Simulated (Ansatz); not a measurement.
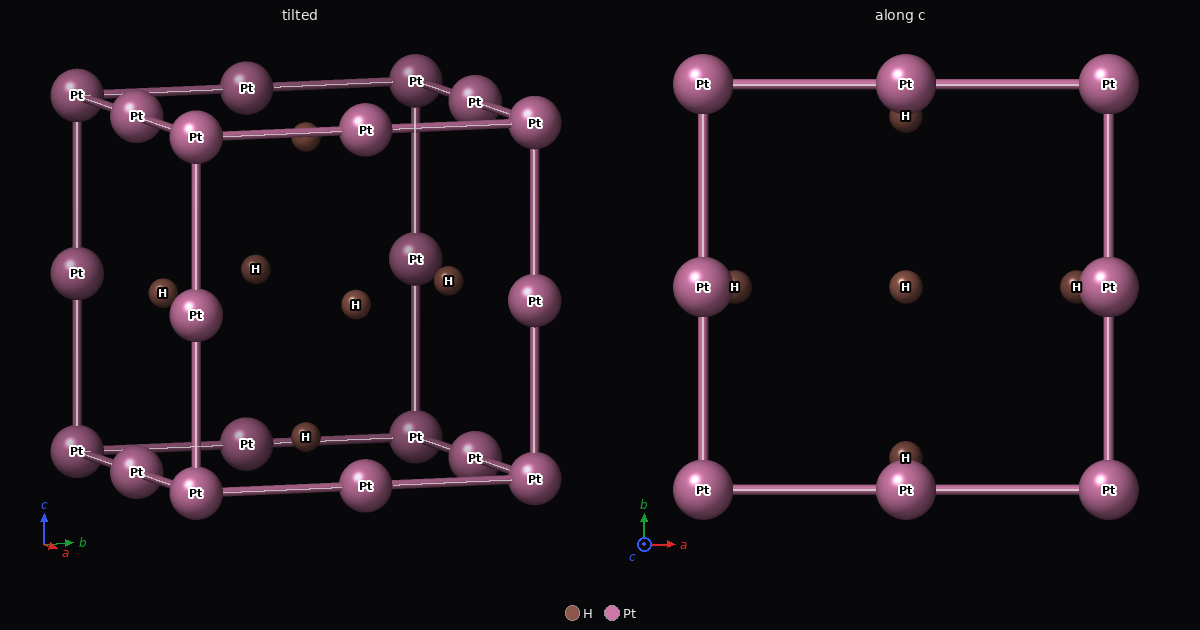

View slightly off an axis and along the c axis, drawn as a ball-and-stick model. Lines trace the edges of the conventional unit cell. Cell: a = 5.06 Å, b = 5.06 Å, c = 5.06 Å, α = 90.00°, β = 90.00°, γ = 90.00°.

Its origin is a random cell made by a generator, so it need not be a real form of the compound. Earlier steps of the study, as a rule a relaxation of our own, may have changed the cell and positions, so they can lie some per cent off the listed ones. A calculation with Ansatz used it as input.

Q: What can be read from this drawing?

A: Chemical formula H3Pt2. The structure has Pm-3m (No. 221) symmetry and a primitive cubic lattice. It has 10 atoms to the cell (6 H, 4 Pt). With all contacts inside bonding distance counted, the coordination numbers are H 1 and Pt 2 to 6 (mean 3.0).

The calculation used DFT PBE, scalar-relativistic, plane waves, PAW in Ansatz, with an energy cutoff of 420 eV, an 8×8×8 mesh of k-points, Gaussian smearing of 0.1 eV, no spin polarisation.

Q: What is the band gap, if any?

A: A metal: bands cross the Fermi level.

Q: List the Bader charges.

A: H +0.02 e; Pt -0.25 to +0.05 e.

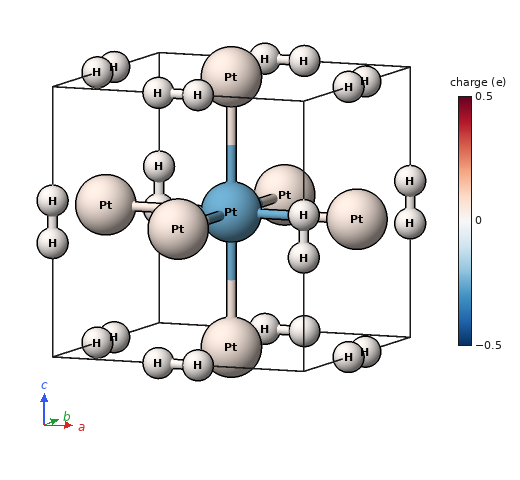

The atoms coloured by those charges. The run's cell of 10 atoms is drawn, so axes and origin can differ from the first picture.

Q: Does this geometry sit at a stationary point of the energy?

A: Yes. All forces vanish to within 0.01 eV/Å. The pressure is 0.0 GPa, close to zero.
